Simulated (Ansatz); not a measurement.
MgS, space group Fm-3m (No. 225), a = 5.230 Å, b = 5.230 Å, c = 5.230 Å, α = 90.00°, β = 90.00°, γ = 90.00°

```csv
site,Wyckoff,x,y,z
Mg,4a,0.0000,0.0000,0.0000
S,4b,0.5000,0.0000,0.0000
```

Source: coordinates from a relaxation with DFT, PBE, plane waves, PAW (Ansatz).

Q: Describe the coordination of Mg.

A: MgS6: an essentially ideal octahedron (coordination number 6, S = 0.00; next best trigonal prism, S = 16.7). Bonds: 6 × Mg–S 2.61 Å. The next neighbour, not counted, lies at 3.70 Å.

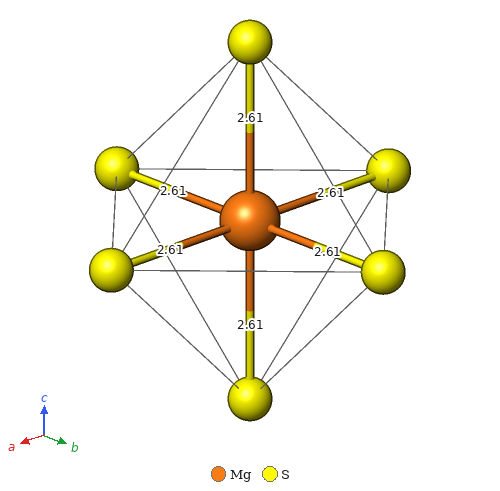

The polyhedron about Mg. The shape measure S (0 to 100) is the computed least-squares distance from an ideal polyhedron; S = 0 means ideal.
